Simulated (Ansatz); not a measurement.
## AlNi: single-point calculation

System: AlNi (Pmm2, 2 atoms in the cell).
Method: DFT PBEsol, scalar-relativistic, plane waves, PAW, no spin polarisation (Ansatz 0.2.0).

The structure derives from a Materials Project entry. It belongs to a series of runs on one base structure; here: mode 4 (302.2 1/cm) frozen in, largest displacement +0.050 A. Figures and captions count atoms from 1; the log counts them from 0 in places.

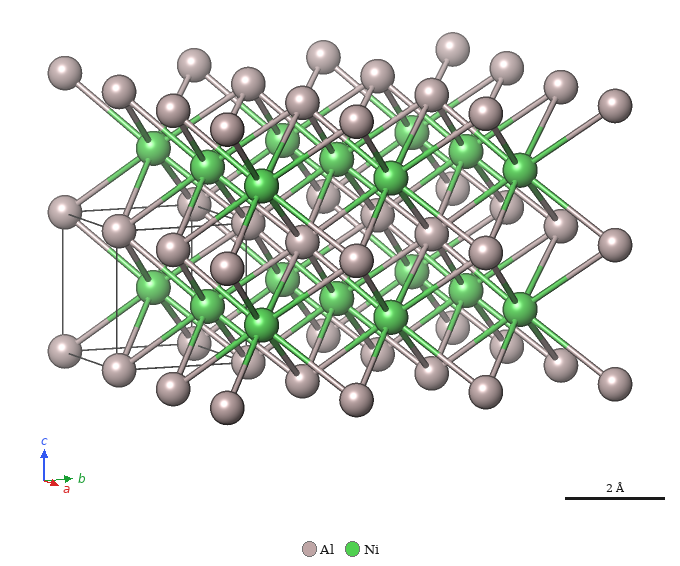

Figure 1. The input geometry (ball-and-stick view of the cell of the calculation, repeated 3 × 3 × 2, seen slightly off an axis). An atom can appear more than once, as a periodic image.

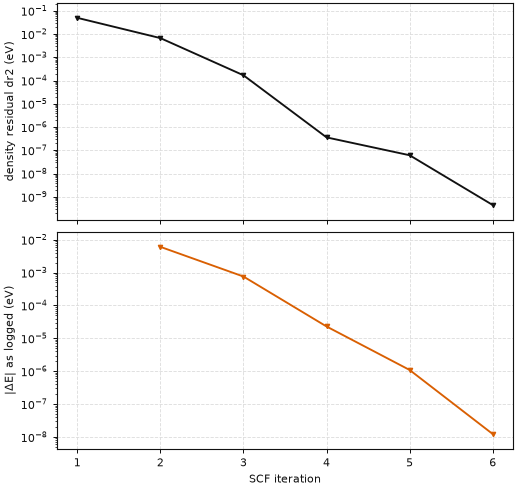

Figure 2. Convergence of the self-consistent field: density residual dr2 and size of the energy change against the SCF iteration. The residual falls at every step.

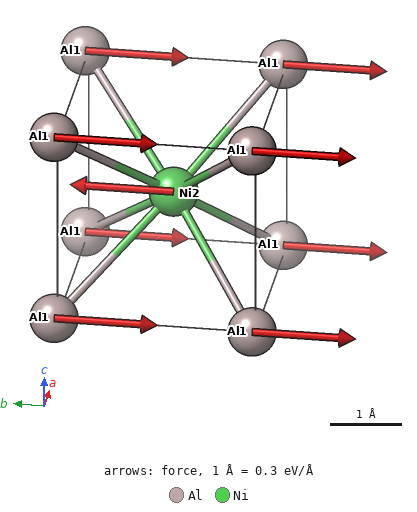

Figure 3. Forces on the atoms as red arrows (ball-and-stick view of the cell of the calculation, seen at an oblique angle; atoms are numbered from 1 in the order of the input). The largest act on Ni2 (0.45 eV/Å); Al1 (0.45 eV/Å). The geometry is not a stationary point of this energy.

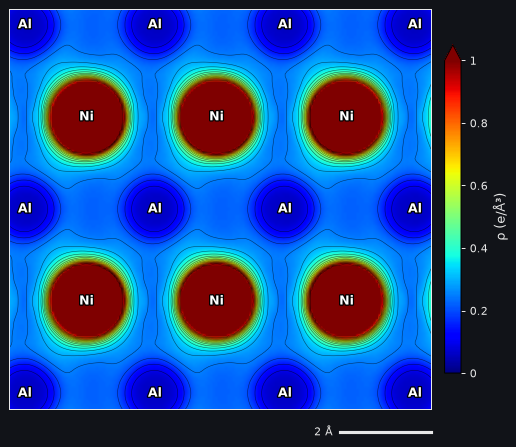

Figure 4. Valence electron density on the (11̄0) plane of the conventional cell. Al–Ni (2.44 Å): ρ at the midpoint is about 0.33 e/Å³. Al–Ni (2.52 Å): ρ is about 0.29 e/Å³ halfway. Away from the nuclei the density in this plane falls to 0.22 e/Å³ at its lowest. Core electrons are frozen (PAW), so the fields are smoothed inside the atomic spheres.

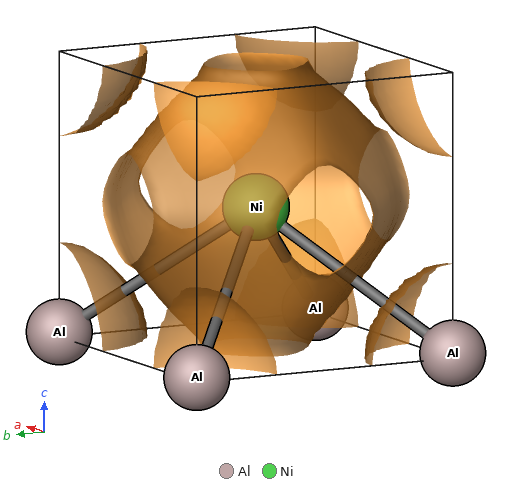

Figure 5. Isosurface of the ELF at 0.4 (orange), seen at an oblique angle. Core shells and regions of very low density are left out. Sticks mark near contacts. The outline is the cell set on symmetry axes. Along the contacts the grid gives the following. Al–Ni (2.44 Å): the ELF is about 0.40 at the midpoint (nearly free electrons, as in a simple metal). Al–Ni (2.52 Å): the ELF is about 0.40 at the midpoint (nearly free electrons, as in a simple metal).

The input and output of the run follow.

## The input
```yaml
crystal:
  lattice:
    - [2.0213280871, -2.0213497883, 0.0]
    - [2.0213280871, 2.0213497883, 0.0]
    - [0.0, 0.0, 2.8694088109]
  atoms:
    - { symbol: Al, position: [0.0, 0.0174910493, 0.0] }
    - { symbol: Ni, position: [0.5, 0.4919593102, 0.5] }
basis:
  ecutwfc: 420
kpoints:
  mp_grid: { grid: [20, 20, 20] }
hamiltonian:
  xc: pbesol
scf:
  occupations: { method: gaussian, width: 0.15 }
output:
  forces: true
  stress: true
  eigenvalues: true
  write_density: true
  write_potential: true
  elf: true
  volumetric_format: npy
```

Launch command:
```bash
ansatz run input.yaml --threads 2 --pin off --max-ram 5120MiB --backend cpu --events-out ev --progress --plain --runs-dir out
```

## The program's output
```
Warning: 2 symmetry operations that the atoms keep within the bar at which the run's group was sought (crystal.symmetry.tolerance 1.0e-5, or twice it) were not taken beside the 2 unitary ones that the detection took (of a slab, those that keep its plane). If the more symmetric cell is meant, write the vectors of crystal.lattice to more decimals, or, with the positions in fractional coordinates, give it by lengths and angles (which lays the cell in the standard orientation, to which the deck's other Cartesian keys then refer), with the lengths that are meant to be equal typed equal, the angles likewise, and each angle that the symmetry fixes typed at its exact value (of a frozen-density pass: in the run whose state it reads). The detection then takes those 2 too, where the atoms keep them as a group. The lattice (crystal.lattice as typed, or as saved on a frozen-density pass laid at its state's geometry) misses each of them by more than the tolerance, the farthest off changing a squared length by the fraction 2.1e-5. The run does not impose them: its cell is that one, or, where this deck is also told that its lattice was moved onto its group, that cell laid onto the operations that were taken. If the cell is strained on purpose, what lies past the tolerance is rightly left out.
Engine: ansatz 0.2.0, aarch64-unknown-linux-gnu
Pseudopotentials: kind: paw
Pseudopotential: Al, paw, valence charge 3, recommended cutoff 420 eV (normal), Al.paw.azcp
Pseudopotential: Ni, paw, valence charge 18, recommended cutoff 420 eV (normal), Ni.paw.azcp
Functional definition: PBEsol
  exchange = pbesol_x
  correlation = pbesol_c
Crystal: 2 atoms, lattice volume = 23.448 Å³
Basis set: ecut = 420 eV, 461 PW (Γ), exchange–correlation on 40×40×40 points (8 copies of the dense FFT grid, shifted against one another)
Bands: 15, of which v1, the nominal top of the filled ones, is band 11 counted from 1 (10 counted from 0)
Symmetry: 2 space group operations
Space group: Pm (ITA 6), of the structure as read, at distance tolerance 2.9e-5 Å
k-points: 2222 of 8000 (time reversal used)
Non-local potential: Al, projectors of the file, l = 0: 2, l = 1: 2, l = 2: 1
Non-local potential: Ni, projectors of the file, l = 0: 3, l = 1: 2, l = 2: 3, l = 3: 1
PAW form: soft (Blöchl's): semilocal exchange-correlation on the pseudo side does not see the compensation charge
PAW frozen core: Al, regenerated for the run's functional, and the local potential with it (the file was generated under x = pbe(κ = 0.804, μ = 0.2195149727645171), c = pbe(β = 0.06672455060314922))
PAW frozen core: Ni, regenerated for the run's functional, and the local potential with it (the file was generated under x = pbe(κ = 0.804, μ = 0.2195149727645171), c = pbe(β = 0.06672455060314922))
PAW one-centre angular grid: Al, 110 points (default); XC on 64 Gauss nodes
PAW one-centre angular grid: Ni, 590 points (default); XC on 64 Gauss nodes
Initial density: superposition of atomic densities (neutral atoms: chi_scale 0, normalization atom), corrected by the library's trained network
Initial wavefunctions: pseudopotential atomic-orbital guess
Functional: x = pbesol(κ = 0.804, μ = 0.12345679012345678), c = pbesol(β = 0.046)
SCF iter   1: F=—  HF=-6330.857922 eV  |F-HF|=—  |Δ(HF+E_count)|=         —  Δρ=1.91e-2  dr2=4.97e-2  ethr=1.77e-3  ⟨swp⟩=4.4  Hψ=149109  notcnv=0
preconditioner: auto → none  [metal: Δε(μ)=0.002 eV  Ē_g=9.761 eV  σ=0.150 eV  W_gap=0.01  n_scr=6 (ndim 8)  ℏωp=27.6 eV  f_vac=0.000  D(μ)=0.89/eV (n_scr^D=6)  sad-step TF]
SCF iter   2: F=—  HF=-6330.851877 eV  |F-HF|=—  |Δ(HF+E_count)|=   6.04e-3  Δρ=6.55e-3  dr2=6.68e-3  ethr=2.37e-4  ⟨swp⟩=1.7  Hψ=53812  notcnv=0  defer=86
SCF iter   3: F=—  HF=-6330.851121 eV  |F-HF|=—  |Δ(HF+E_count)|=   7.56e-4  Δρ=9.96e-4  dr2=1.68e-4  ethr=3.18e-5  ⟨swp⟩=1.0  Hψ=32816  notcnv=0  defer=86
SCF iter   4: F=—  HF=-6330.851098 eV  |F-HF|=—  |Δ(HF+E_count)|=   2.29e-5  Δρ=7.02e-5  dr2=3.58e-7  ethr=8.01e-7  ⟨swp⟩=1.3  Hψ=35598  notcnv=0  defer=86
SCF iter   5: F=—  HF=-6330.851099 eV  |F-HF|=—  |Δ(HF+E_count)|=   1.09e-6  Δρ=1.65e-5  dr2=6.10e-8  ethr=1.70e-9  ⟨swp⟩=2.0  Hψ=55109  notcnv=0  defer=86
SCF iter   6: F=-6330.851099 eV  HF=-6330.851099 eV  |F-HF|=5.73e-11  |Δ(HF+E_count)|=   1.23e-8  Δρ=1.90e-6  dr2=4.41e-10  ethr=2.91e-10  ⟨swp⟩=6.2  Hψ=184234  notcnv=0
SCF 1 converged in 6 iterations: F = -6330.851099 eV  dr2 = 4.41e-10
  greatest PAW one-centre occupation: 1.001 electrons in one spin orbital (limit 2), on the Ni atom at site 1 (counted from 0), in its partial waves of l = 1
SCF converged after 6 iterations
Free energy (F): -6330.851099 eV
Harris-Foulkes:  -6330.851099 eV  (|F-HF|=5.73e-11)
Internal energy: -6330.841294 eV  (E = F + TS)
E sigma→0 (E₀):  -6330.846196 eV
Entropy (-TS):   -0.009805 eV (-4.903 meV/atom)
Fermi energy:    14.185398 eV
--- Per-component energies (eV) ---
  E_band       = -331.670779
  E_kinetic    = 312.194969
  E_local      = -4419.574179  (includes V_loc(G=0)·N_el)
  E_nonlocal   = 648.709591
  E_hartree    = 1900.499918
  E_xc         = -125.930016
  E_vxc        = -141.170012  (∫ρ·V_xc dr)
  E_paw        = -2052.790117  (= ΣΔE_a)
  E_vpaw       = -532.830090  (= ΣTr[D̂ρ^β])
  E_aug_tail   = 0.000391  (compensation charges beyond the density's cutoff)
  E_ewald      = -2594.168278
  E_core_change = 0.216428  (= ΣΔE_core)
  E_smearing   = -0.009805  (= −TS)
  E_closure    = 0.000000  (closes the sum)
  Σ components = -6330.851099   (vs F -6330.851099, Δ=0.00e0)
--- Forces (eV/Å), atoms counted from 1 ---
  atom   1  Al    -0.32025822    -0.32023019     0.00000000
  atom   2  Ni     0.32026175     0.32023371     0.00000000
  max |Σ_I F_I| component: 3.53e-6 eV/Å
--- Stress (GPa, compression-positive) ---
        0.435819      -0.142905       0.000000
       -0.142905       0.433117       0.000000
        0.000000       0.000000       0.292704
  P = ⅓ Tr σ = 0.3872 GPa (3.872 kbar)
--- Band table (eV; the first three rows and the last of 2222) ---
  k-point 0: bands = ["-88.8585", "-49.4081", "-49.4073", "-49.4047", "2.8894", "10.8389", "10.8464", "12.6039", "12.6092", "12.6201", "19.6540", "19.7907", "19.7926", "22.3597", "22.3927"]
  k-point 1: bands = ["-88.8585", "-49.4087", "-49.4073", "-49.4046", "2.9360", "10.8362", "10.8570", "12.5829", "12.5885", "12.6225", "19.1091", "19.8524", "19.8612", "22.3940", "22.8573"]
  k-point 2: bands = ["-88.8584", "-49.4105", "-49.4071", "-49.4045", "3.0752", "10.8211", "10.8893", "12.5236", "12.5297", "12.6289", "18.0554", "20.0343", "20.0437", "22.3983", "23.7725"]
  k-point 2221: bands = ["-88.8538", "-49.4284", "-49.4280", "-49.4258", "9.9777", "9.9837", "9.9845", "13.1831", "13.1942", "16.0995", "16.1074", "16.1308", "17.9972", "18.7564", "18.7968"]
```

## Results in brief

| quantity | value |
| --- | --- |
| outcome | converged |
| space group (tolerance 0.01 Å) | Pmm2 (25) |
| electrons treated | 21 |
| free energy | −6330.8511 eV |
| Fermi energy | 14.185 eV |
| gap on the k-point mesh | none (metallic) |
| pressure | 0.39 GPa |
| largest force (length of the vector) | 0.453 eV/Å |
| hardware | 2 threads of Arm Neoverse V2, 24 GiB of memory available, shared host |
| wall time | 34 s (CPU time 68 s) |
| peak memory | 1.1 GiB |

Warnings of the run: near-symmetries of the structure were not used. The run has no spin polarisation, so a magnetic state may lie lower.
